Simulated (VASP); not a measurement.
## AlP: GW quasiparticle gap

Wanted: how far GW moves the Kohn-Sham levels of AlP. The cell is of the zinc-blende type, one of the forms listed for this formula. The start is a computed cell from the Materials Project.

Program: VASP 6.6.1. Level of theory: PBE; plane waves and PAW (Al_GW, P_GW), in the first sound run; inputs show where later runs differ. Results are calculated unless marked as measured.

### Step 1. Starting point

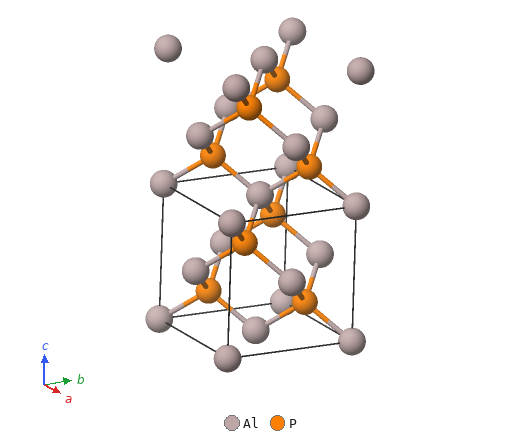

Start, viewed slightly off an axis; aluminium light grey, phosphorus orange. 1×1×2 cells are drawn. This picture shows the conventional cell, with its axes. Bonds to atoms that aren't drawn are left out. Some periodic images of atoms are drawn too.

Structure file:

```cif
data_structure
_symmetry_space_group_name_H-M 'P 1'
_symmetry_Int_Tables_number 1
_cell_length_a 3.8700
_cell_length_b 3.8700
_cell_length_c 3.8700
_cell_angle_alpha 60.000
_cell_angle_beta 60.000
_cell_angle_gamma 60.000
_cell_volume 40.98
loop_
_atom_site_label
_atom_site_type_symbol
_atom_site_fract_x
_atom_site_fract_y
_atom_site_fract_z
_atom_site_occupancy
Al1 Al 0.00000 0.00000 0.00000 1
P2 P 0.75000 0.75000 0.75000 1
```

### Step 2. Ground state

The orbitals come from a self-consistent PBE run with a tight EDIFF and a narrow smearing. KPOINTS_OPT adds the bands along a path, which shows whether the mesh holds the band edges.

INCAR reads:

```
SYSTEM = AlP
PREC = Accurate
ENCUT = 300
EDIFF = 1E-08
NELM = 100
ISMEAR = 0
SIGMA = 0.01
LREAL = .FALSE.
ALGO = Normal
GGA = PE
NBANDS = 10
LORBIT = 11
LWAVE = .TRUE.
LCHARG = .FALSE.
KPAR = 8
```

POSCAR reads:

```
AlP
1.0
    0.0000000000      2.7364837130      2.7364837130
    2.7364837130      0.0000000000      2.7364837130
    2.7364837130      2.7364837130      0.0000000000
Al P
1 1
Direct
    0.0000000000      0.0000000000      0.0000000000
    0.7500000000      0.7500000000      0.7500000000
```

KPOINTS reads:

```
Automatic mesh
0
Gamma
6 6 6
0 0 0
```

KPOINTS_OPT reads:

```
Line mode
12
Line-mode
Reciprocal
  0.00000000   0.00000000   0.00000000 GAMMA
  0.50000000   0.00000000   0.50000000 X

  0.50000000   0.00000000   0.50000000 X
  0.50000000   0.25000000   0.75000000 W

  0.50000000   0.25000000   0.75000000 W
  0.37500000   0.37500000   0.75000000 K

  0.37500000   0.37500000   0.75000000 K
  0.00000000   0.00000000   0.00000000 GAMMA

  0.00000000   0.00000000   0.00000000 GAMMA
  0.50000000   0.50000000   0.50000000 L

  0.50000000   0.50000000   0.50000000 L
  0.62500000   0.25000000   0.62500000 U

  0.62500000   0.25000000   0.62500000 U
  0.50000000   0.25000000   0.75000000 W

  0.50000000   0.25000000   0.75000000 W
  0.50000000   0.50000000   0.50000000 L

  0.50000000   0.50000000   0.50000000 L
  0.37500000   0.37500000   0.75000000 K

  0.62500000   0.25000000   0.62500000 U
  0.50000000   0.00000000   0.50000000 X
```

PAW data sets: Al_GW and P_GW (PBE family, release 64).

Launch:

```console
$ mpirun -np 8 vasp_std
```

What it wrote:

```text
[banner, memory and clock lines left out]
running    8 mpi-ranks, on    1 nodes
 distrk:  each k-point on    1 cores,    8 groups
 distr:  one band on    1 cores,    1 groups

 POSCAR found type information on POSCAR AlP
 POSCAR found :  2 types and       2 ions
|                                                                             |
|           W    W    AA    RRRRR   N    N  II  N    N   GGGG   !!!           |
|           W    W   A  A   R    R  NN   N  II  NN   N  G    G  !!!           |
|           W    W  A    A  R    R  N N  N  II  N N  N  G       !!!           |
|           W WW W  AAAAAA  RRRRR   N  N N  II  N  N N  G  GGG   !            |
|           WW  WW  A    A  R   R   N   NN  II  N   NN  G    G                |
|           W    W  A    A  R    R  N    N  II  N    N   GGGG   !!!           |
|                                                                             |
|     For optimal performance we recommend to set                             |
|       NCORE = 2 up to number-of-cores-per-socket                            |
|     NCORE specifies how many cores store one orbital (NPAR=cpu/NCORE).      |
|     This setting can greatly improve the performance of VASP for DFT.       |
|     The default, NCORE=1 might be grossly inefficient on modern             |
|     multi-core architectures or massively parallel machines. Do your        |
|     Unfortunately you need to use the default for GW and RPA                |
|     calculations (for HF NCORE is supported but not extensively tested      |
|     yet).                                                                   |
|                                                                             |

 LDA part: xc-table for (Slater+PW92), standard interpolation
 POSCAR, INCAR and KPOINTS ok, starting setup
 FFT: planning ... GRIDC
 FFT: planning ... GRID_SOFT
 FFT: planning ... GRID
 WAVECAR not read
 entering main loop
       N       E                     dE             d eps       ncg     rms          rms(c)
DAV:   1     0.888383570696E+01    0.88838E+01   -0.29548E+03   320   0.491E+02
DAV:   2    -0.992290938335E+01   -0.18807E+02   -0.17794E+02   452   0.917E+01
DAV:   3    -0.107132298786E+02   -0.79032E+00   -0.78908E+00   450   0.183E+01
DAV:   4    -0.107212100321E+02   -0.79802E-02   -0.79784E-02   422   0.203E+00
DAV:   5    -0.107215496804E+02   -0.33965E-03   -0.33965E-03   462   0.276E-01    0.317E+00
DAV:   6    -0.104118641569E+02    0.30969E+00   -0.65004E-01   382   0.325E+00    0.165E+00
DAV:   7    -0.103677540662E+02    0.44110E-01   -0.21573E-01   432   0.207E+00    0.598E-01
DAV:   8    -0.103678836202E+02   -0.12955E-03   -0.13659E-02   374   0.664E-01    0.632E-02
DAV:   9    -0.103680776730E+02   -0.19405E-03   -0.80767E-04   418   0.179E-01    0.299E-02
DAV:  10    -0.103681568168E+02   -0.79144E-04   -0.11747E-04   390   0.641E-02    0.658E-03
DAV:  11    -0.103681615505E+02   -0.47337E-05   -0.29887E-05   398   0.280E-02    0.519E-03
DAV:  12    -0.103681614153E+02    0.13519E-06   -0.54937E-06   404   0.111E-02    0.371E-04
DAV:  13    -0.103681614030E+02    0.12364E-07   -0.21108E-07   424   0.307E-03    0.195E-04
DAV:  14    -0.103681613561E+02    0.46847E-07   -0.69282E-09   376   0.559E-04    0.944E-05
DAV:  15    -0.103681613394E+02    0.16697E-07   -0.15927E-09   232   0.215E-04    0.223E-05
DAV:  16    -0.103681613409E+02   -0.15095E-08   -0.22211E-10   220   0.116E-04
   1 F= -.10368161E+02 E0= -.10368161E+02  d E =-.228046E-53
 Start KPOINTS_OPT (optional k-point list driver)
k-point batch [1-16\120]
       N       E                     dE             ncg
DAV:   1     0.283383309780E+03   -0.20984E+04      320
DAV:   2    -0.262942985871E+02   -0.30968E+03      532
DAV:   3    -0.349869665349E+02   -0.86927E+01      440
DAV:   4    -0.350573314446E+02   -0.70365E-01      502
DAV:   5    -0.350581204260E+02   -0.78898E-03      476
DAV:   6    -0.350581251245E+02   -0.46984E-05      472
DAV:   7    -0.350581252580E+02   -0.13356E-06      484
DAV:   8    -0.350581252584E+02   -0.37113E-09      426
[...]
k-point batch [113-120\120]
       N       E                     dE             ncg
DAV:   1     0.197130918072E+04   -0.16795E+04      160
DAV:   2     0.183761277653E+04   -0.13370E+03      240
DAV:   3     0.183305087779E+04   -0.45619E+01      224
DAV:   4     0.183297084298E+04   -0.80035E-01      290
DAV:   5     0.183297079575E+04   -0.47229E-04      262
DAV:   6     0.183297079561E+04   -0.14226E-06      258
DAV:   7     0.183297079561E+04   -0.29720E-08      256
 writing wavefunctions
```

Elapsed: 3.2 s, on 8 MPI ranks of Intel Xeon 6975P-C (Granite Rapids), shared host; peak memory 1.1 GiB.

The logs omit lines about the potential files and the build; timing stands in the text.

From OUTCAR (step 2):

```text
ion  position               nearest neighbor table
   1  0.000  0.000  0.000-   2 2.37   2 2.37   2 2.37   2 2.37
   2  0.750  0.750  0.750-   1 2.37   1 2.37   1 2.37   1 2.37

  LATTYP: Found a face centered cubic cell.
 ALAT       =     5.4729674260

 Subroutine GETGRP returns: Found 24 space group operations
 (whereof 24 operations were pure point group operations)

The static configuration has the point symmetry T_d .

 Found     16 irreducible k-points:

   k-points           NKPTS =     16   k-points in BZ     NKDIM =     16   number of bands    NBANDS=     10

   dimension x,y,z NGX =    24 NGY =   24 NGZ =   24
   dimension x,y,z NGXF=    48 NGYF=   48 NGZF=   48

   ENCUT  =  300.0 eV  22.05 Ry    4.70 a.u.   5.47  5.47  5.47*2*pi/ulx,y,z

   NELECT =       8.0000    total number of electrons

 k-points in reciprocal lattice and weights: Automatic mesh
   0.00000000  0.00000000  0.00000000       0.005
   0.16666667  0.00000000  0.00000000       0.037
   0.33333333  0.00000000  0.00000000       0.037
   0.50000000  0.00000000  0.00000000       0.019
   0.16666667  0.16666667  0.00000000       0.028
   0.33333333  0.16666667  0.00000000       0.111
   0.50000000  0.16666667  0.00000000       0.111
  -0.33333333  0.16666667  0.00000000       0.111
  -0.16666667  0.16666667  0.00000000       0.056
[...]
-0.33333333  0.33333333  0.16666667       0.111
  -0.33333333  0.50000000  0.16666667       0.056

 average (electrostatic) potential at core
       1 -53.1633       2 -74.4902

 E-fermi :   3.9158

 k-point     1 :       0.0000    0.0000    0.0000
  band No.  band energies     occupation
      1      -7.6581      2.00000
      2       3.8090      2.00000
      3       3.8090      2.00000
      4       3.8090      2.00000
      5       7.0484      0.00000
      6       8.3571      0.00000
      7       8.3571      0.00000
      8       8.3571      0.00000
      9      12.6151      0.00000
    ...

 k-point     2 :       0.1667    0.0000    0.0000
  band No.  band energies     occupation
      1      -7.3574      2.00000
      2       1.9429      2.00000
      3       3.5684      2.00000
      4       3.5684      2.00000
      5       7.4000      0.00000
      6       8.7894      0.00000
      7       8.7894      0.00000
      8       9.4306      0.00000
      9      11.9865      0.00000
    ...

 k-point     3 :       0.3333    0.0000    0.0000
  band No.  band energies     occupation
      1      -6.5757      2.00000
      2      -0.5076      2.00000
      3       3.1989      2.00000
      4       3.1989      2.00000
      5       6.8338      0.00000
      6       8.8481      0.00000
      7       8.8481      0.00000
      8      11.7047      0.00000
      9      12.9072      0.00000
    ...

  Total        0.3677771      0.3677771      0.3677771      0.0000000      0.0000000      0.0000000
  in kB       14.3776092     14.3776092     14.3776092      0.0000000      0.0000000      0.0000000
  external PRESSURE =      14.3776092 kB  Pullay stress =       0.0000000 kB

  energy-cutoff  :      300.00
  volume of cell :       40.98
      direct lattice vectors                 reciprocal lattice vectors
     0.000000000  2.736483713  2.736483713    -0.182716235  0.182716235  0.182716235
     2.736483713  0.000000000  2.736483713     0.182716235 -0.182716235  0.182716235
     2.736483713  2.736483713  0.000000000     0.182716235  0.182716235 -0.182716235

 POSITION                                       TOTAL-FORCE (eV/Angst)
 -----------------------------------------------------------------------------------
      0.00000      0.00000      0.00000        -0.000000     -0.000000      0.000000
      4.10473      4.10473      4.10473         0.000000      0.000000     -0.000000
 -----------------------------------------------------------------------------------
    total drift:                                0.000002      0.000002      0.000002

  FREE ENERGIE OF THE ION-ELECTRON SYSTEM (eV)
  ---------------------------------------------------
  free  energy   TOTEN  =       -10.3681613409 eV

  energy  without entropy=      -10.3681613409  energy(sigma->0) =      -10.36816134

 total charge
# of ion       s       p       d       tot
------------------------------------------
    1        0.468   0.480   0.083   1.030
    2        1.108   1.806   0.035   2.949
--------------------------------------------------
tot          1.576   2.286   0.118   3.980

[... 3 further parts left out ...]
```

Numbers from this step:

```yaml
free_energy_toten: -10.37 eV
fermi_energy: 3.916 eV
pressure: 1.438 GPa
least_gap_on_mesh_and_path: 1.593 eV
least_direct_gap_on_mesh_and_path: 3.239 eV
```

The highest empty bands on the path are converged less tightly, to about 0.1 eV. The electronic bands at the labelled points (eV, zero at the valence-band top; v1 is the highest filled band, c1 the lowest empty one):

| point | v3 | v2 | v1 | c1 | c2 | c3 | c4 |
| --- | --- | --- | --- | --- | --- | --- | --- |
| Γ | 0.00 | 0.00 | 0.00 | 3.24 | 4.55 | 4.55 | 4.55 |
| X | -5.29 | -2.09 | -2.09 | 1.59 | 2.47 | 11.01 | 11.01 |
| W | -4.90 | -3.15 | -2.79 | 4.32 | 5.90 | 6.14 | 6.36 |
| K | -5.00 | -3.39 | -1.72 | 2.44 | 5.10 | 8.43 | 8.69 |
| Γ | 0.00 | 0.00 | 0.00 | 3.24 | 4.55 | 4.55 | 4.55 |
| L | -5.50 | -0.76 | -0.76 | 2.79 | 4.82 | 4.82 | 8.26 |
| U | -5.00 | -3.39 | -1.72 | 2.44 | 5.10 | 8.43 | 8.69 |
| W | -4.90 | -3.15 | -2.79 | 4.32 | 5.90 | 6.14 | 6.36 |
| L | -5.50 | -0.76 | -0.76 | 2.79 | 4.82 | 4.82 | 8.26 |
| K | -5.00 | -3.39 | -1.72 | 2.44 | 5.10 | 8.43 | 8.69 |
| jump to U | -5.00 | -3.39 | -1.72 | 2.44 | 5.10 | 8.43 | 8.69 |
| X | -5.29 | -2.09 | -2.09 | 1.59 | 2.47 | 11.01 | 11.01 |

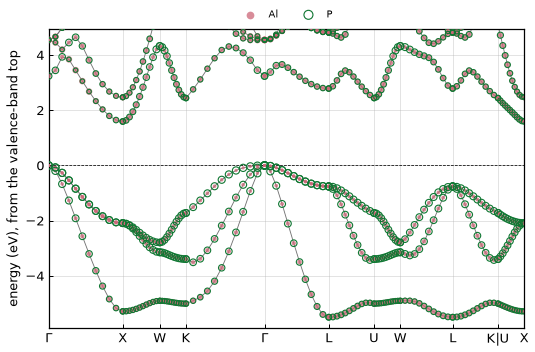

Electronic bands along the path; dots are coloured as in the legend, and their area grows with the weight.

The cell has a gap of 1.59 eV on mesh and path.

### Step 3. Empty bands

ALGO = Exact makes the empty bands from the converged ground state in one step. LOPTICS writes the k-derivatives of the orbitals (WAVEDER), which give the long-wavelength limit of the screening.

INCAR reads:

```
SYSTEM = AlP
PREC = Accurate
ENCUT = 300
ISMEAR = 0
SIGMA = 0.01
LREAL = .FALSE.
GGA = PE
NBANDS = 96
ALGO = Exact
NELM = 1
LWAVE = .TRUE.
LCHARG = .FALSE.
LOPTICS = .TRUE.
NEDOS = 1000
CSHIFT = 0.1
```

POSCAR is that of step 2.

KPOINTS is that of step 2.

Launch:

```console
$ mpirun -np 8 vasp_std
```

What it wrote:

```text
[banner, memory and clock lines left out]
running    8 mpi-ranks, on    1 nodes
 distrk:  each k-point on    8 cores,    1 groups
 distr:  one band on    1 cores,    8 groups

 POSCAR found type information on POSCAR AlP
 POSCAR found :  2 types and       2 ions
 [... a notice as in an earlier step ...]

 LDA part: xc-table for (Slater+PW92), standard interpolation
 found WAVECAR, reading the header
  number of bands has changed, file:    10 present:    96
  trying to continue reading WAVECAR, but it might fail
 POSCAR, INCAR and KPOINTS ok, starting setup
 FFT: planning ... GRIDC
 FFT: planning ... GRID_SOFT
 FFT: planning ... GRID
 reading WAVECAR
 random initialization beyond band           10
 the WAVECAR file was read successfully
 initial charge from wavefunction
 entering main loop
       N       E                     dE             d eps       ncg     rms          rms(c)
DIA:   1    -0.103681613404E+02   -0.10368E+02    0.00000E+00     0   0.000E+00
   1 F= -.10368161E+02 E0= -.10368161E+02  d E =-.270365E-54
 writing wavefunctions
 optical routines
 imaginary and real dielectric function
 recalculating local potential from charge density
 direction            1
 direction            2
 direction            3
```

The job ended after 2.6 s (8 MPI ranks; peak memory 0.96 GiB; 16 s of CPU time).

OUTCAR, selected parts (step 3):

```text
The static configuration has the point symmetry T_d .

 Found     16 irreducible k-points:

   k-points           NKPTS =     16   k-points in BZ     NKDIM =     16   number of bands    NBANDS=     96

   NELECT =       8.0000    total number of electrons

 E-fermi :   3.9167

  Total        0.3677868      0.3677868      0.3677868      0.0000000     -0.0000000      0.0000000
  in kB       14.3779887     14.3779887     14.3779887      0.0000000     -0.0000000      0.0000000
  external PRESSURE =      14.3779887 kB  Pullay stress =       0.0000000 kB

 POSITION                                       TOTAL-FORCE (eV/Angst)
 -----------------------------------------------------------------------------------
      0.00000      0.00000      0.00000        -0.000000     -0.000000     -0.000000
      4.10473      4.10473      4.10473         0.000000      0.000000      0.000000
 -----------------------------------------------------------------------------------
    total drift:                                0.000002      0.000002      0.000002

  FREE ENERGIE OF THE ION-ELECTRON SYSTEM (eV)
  ---------------------------------------------------
  free  energy   TOTEN  =       -10.3681613404 eV

  energy  without entropy=      -10.3681613404  energy(sigma->0) =      -10.36816134

 plasma frequency squared (from intraband transitions) (eV^2)
  --------------------------------------------------------------------------------------
       0.000       0.000       0.000
       0.000       0.000      -0.000
       0.000      -0.000       0.000

[... 14 parts as in an earlier step ...]
```

WAVECAR now holds 96 bands for 8 electrons. Its independent-particle dielectric tensor has xx, yy, zz = 9.6, 9.6, 9.6 on this mesh, which isn't tested for convergence in mesh or bands and lacks local fields.

(Part 1 of 4 ends here.)

[Lines on the potential files, build, host, timing and source positions are cut from VASP's logs without a mark.]

[Logs are printed without paths, hosts, clocks, repeated set-up lines and the standing remarks that a program may print on its own settings, such as how far it seeks lower states.]

[Hosts, paths, dates, database ids (printed as entryN), source tags and the programs' standing remarks are cut or masked in the printed files.]

[Pressures printed for these runs are not shown converged in the cutoff: they can be off by several GPa and have the wrong sign.]

[In band tables of VASP the shares of atoms and orbitals are scaled to a sum of 1 inside the atoms' spheres.]
